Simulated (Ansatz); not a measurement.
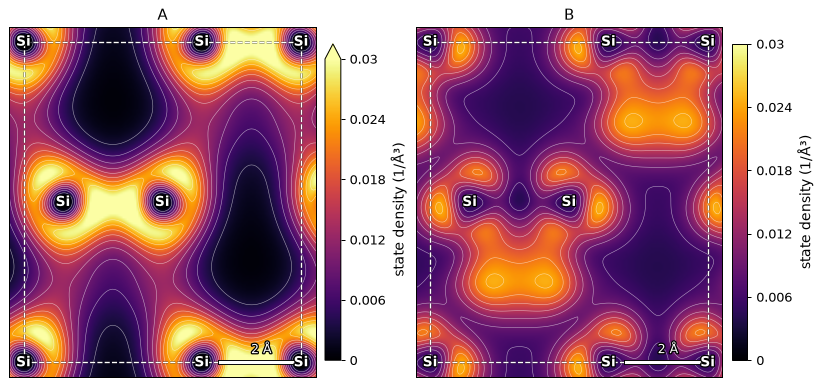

Si: densities of the states in two energy windows, on the (101) plane of the conventional cell.

Space group I4/mmm. This isn't the usual form at ambient conditions. The cell comes from a database of computed structures, not from a measurement.

Computed with Ansatz 0.2.0, DFT PBE, scalar-relativistic, plane waves, PAW.

Core electrons are frozen (PAW), so the fields are smoothed inside the atomic spheres.

**Match the panels to the energy ranges (zero at the valence-band maximum): −12.1 to −8.0 eV and +0.3 to +1.0 eV.**

Panel A: −12.1 to −8.0 eV, the lower third of the upper valence band, mainly Si 3s (70 %) and Si 3p (30 %).
Panel B: +0.3 to +1.0 eV, the bottom of the conduction band, mainly Si 3p (65 %) and Si 3s (35 %).
The characters are Löwdin shares on a minimal set of atomic orbitals.
